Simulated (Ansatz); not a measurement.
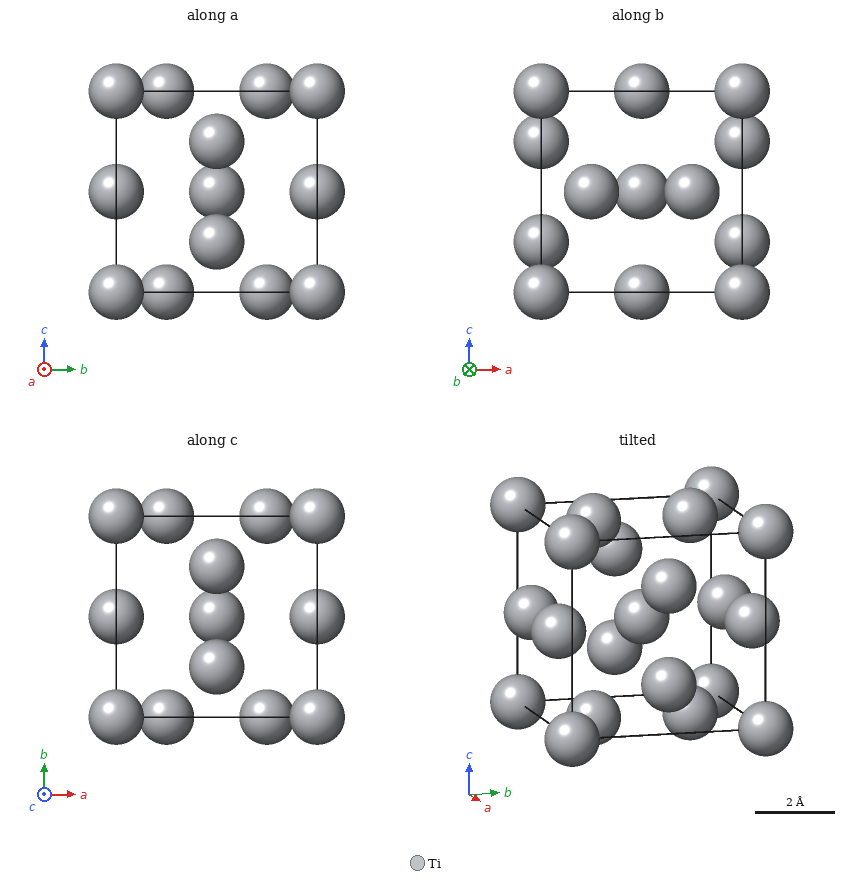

View along the a axis, along the b axis, along the c axis and slightly off an axis, drawn as a spheres-only model. Thin lines show the conventional unit cell, with boundary atoms drawn in all their periodic places.

Lattice parameters: a = 5.117 Å, b = 5.117 Å, c = 5.117 Å, α = 90.00°, β = 90.00°, γ = 90.00°. Put a along x and b in the xy plane.

Question: Record the structure as a POSCAR file.

Answer:
```
Ti
1.0
     5.117    0.000    0.000
     0.000    5.117    0.000
     0.000    0.000    5.117
Ti
8
Direct
  0.0000 0.0000 0.0000
  0.5000 0.5000 0.5000
  0.2500 0.0000 0.5000
  0.7500 0.0000 0.5000
  0.5000 0.2500 0.0000
  0.5000 0.7500 0.0000
  0.0000 0.5000 0.2500
  0.0000 0.5000 0.7500
```

Provenance: a structure type filled with this element by a generator (whether the element takes this form wasn't checked). Earlier steps of the study may have refined or changed the cell and positions. It went into a calculation with Ansatz.
